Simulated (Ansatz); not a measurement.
The structure in question:

```xyz
6
Lattice="4.8457 0.0000 0.0000 0.0000 4.8457 0.0000 0.0000 0.0000 4.8457" Properties=species:S:1:pos:R:3 pbc="T T T"
Zr    1.2114    1.2114    3.6343
Zr    3.6343    1.2114    1.2114
Zr    1.2114    3.6343    1.2114
Zr    3.6343    3.6343    3.6343
O     0.0000    0.0000    0.0000
O     2.4229    2.4229    2.4229
```

Q: Work out the structure from the coordinates.

A: The formula is Zr2O. It is primitive cubic, space group Pn-3m (No. 224). Its structure type: cuprite (Cu₂O) type. Cell content: 4 Zr, 2 O, that is 2 formula units. Zr bonds to two O in a linear arrangement at 2.10 Å. Each O has four Zr in a tetrahedral arrangement at 2.10 Å. Not all metal-metal contacts are counted. The bonds build a three-dimensional framework.

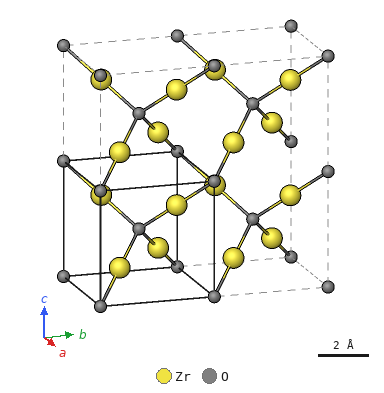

The image is a ball-and-stick drawing of a crystal, viewed slightly off an axis. The picture spans 1×2×2 cells, one conventional unit cell being drawn with solid lines.

The starting point was a structure listed in the Materials Project. Relaxation method: Ansatz, DFT r2SCAN, scalar-relativistic, plane waves, PAW.
